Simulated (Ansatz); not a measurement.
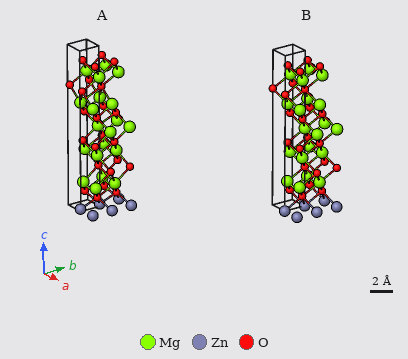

Two geometries of crystalline Mg5ZnO6 (a generated structure, set up in P1) (coarse preliminary run), drawn at one scale. One is the start of a relaxation, the other its converged end. Style: ball-and-stick. Shown: the cell of the calculation, repeated 2 × 2 × 1 with one cell outlined, slightly off an axis.

Method: DFT PBE, scalar-relativistic, plane waves, PAW in Ansatz. Settings: plane-wave cutoff 420 eV; k-point mesh 6 × 6 × 1; occupations gaussian; smearing width 0.1 eV; no spin polarisation; cell and atoms relaxed; force threshold 0.025 eV/Å; at most 60 steps.

**Which geometry has the lower energy?**

Structure B is the relaxed one. The energy falls by 168 meV per atom in 6 accepted moves (8 points after the start). Largest force component: 4.3 eV/Å at the start, 0.0014 eV/Å at the end. The pressure goes from 2.76 to −0.01 GPa. The SCF was repeated twice at an unchanged geometry on a basis and grid sized afresh for the cell, which shifted the energy by 0.5 meV per atom at most. The largest moves relative to the cell, 0.26 Å, are those of Mg and O atoms. By element the largest moves are O 0.26 Å, Mg 0.26 Å, Zn 0.22 Å. Cell: a 3.067 → 3.019 Å (−1.6 %), b 2.990 → 3.019 Å (+1.0 %), c 15.246 → 14.769 Å (−3.1 %), α 90.3° → 90.0°, β 91.1° → 90.0°, γ 121.2° → 120.0°. Volume −2.5 %. Among the contacts that change: Mg–O 2.537 → 2.131 Å, Mg–O 2.445 → 2.115 Å, Mg–O 2.432 → 2.132 Å, Mg–O 1.855 → 2.131 Å. Among the angles between lasting bonds that change: Mg–O–Mg 109.9° → 89.8°, O–Mg–O 161.3° → 180.0°, O–Mg–O 108.3° → 89.8°. The space group (tolerance 0.01 Å) goes from P1 (No. 1) to P-3m1 (No. 164).
